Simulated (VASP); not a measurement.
# Dy: what the fields show

```cif
data_structure
_symmetry_space_group_name_H-M 'P 1'
_symmetry_Int_Tables_number 1
_cell_length_a 3.3822
_cell_length_b 3.4478
_cell_length_c 3.5161
_cell_angle_alpha 109.859
_cell_angle_beta 110.113
_cell_angle_gamma 107.203
_cell_volume 32.02
loop_
_atom_site_label
_atom_site_type_symbol
_atom_site_fract_x
_atom_site_fract_y
_atom_site_fract_z
_atom_site_occupancy
Dy1 Dy 0.00000 0.00000 0.50000 1
```

Space group P-1; a structure from a database of computed crystals, not necessarily the ambient phase; changed on purpose from its base cell (cell strained at random at fixed volume); spin-polarised.

Computed with VASP, Kohn-Sham DFT of a periodic cell, PBE, VASP PAW PBE potentials, recommended.

In a PAW calculation such maps are meaningful between the atoms, not at the nuclei.

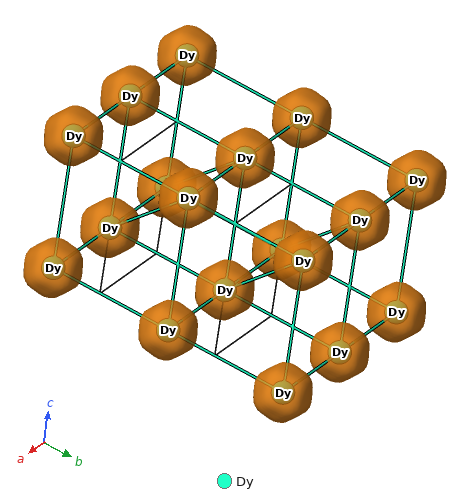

Figure 1. Isosurfaces of the magnetisation density (up minus down) at +0.5 (orange) and −0.5 e/Å³ (purple), seen at an oblique angle. Sticks mark near contacts.

Q: Where is the spin, and how is it ordered?

A: The spin density sits on Dy: +4.4 μB in one cell of 1 atoms: parallel moments, as they must be, since the calculation's own cell holds one magnetic site. The cell of the calculation (1 atoms) carries 4.5 μB of net spin moment. Only one sign reaches the isovalue.

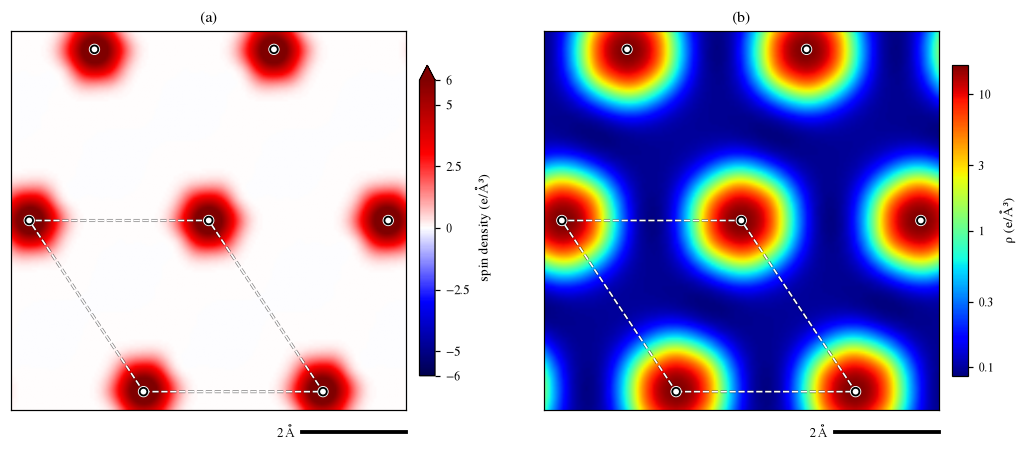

Figure 2. (a) magnetisation density (up minus down); (b) valence charge density (pseudo) on the (101̄) plane of the conventional cell. Circles mark the nuclei in the plane (Dy).

Q: What do the fields say about this system?

A: The plane passes through Dy nuclei.
Dy–Dy (3.45 Å): ρ is about 0.09 e/Å³ halfway.
Dy–Dy (3.52 Å): ρ at the midpoint is about 0.09 e/Å³.
Between the atoms the lowest density in this plane is 0.09 e/Å³.
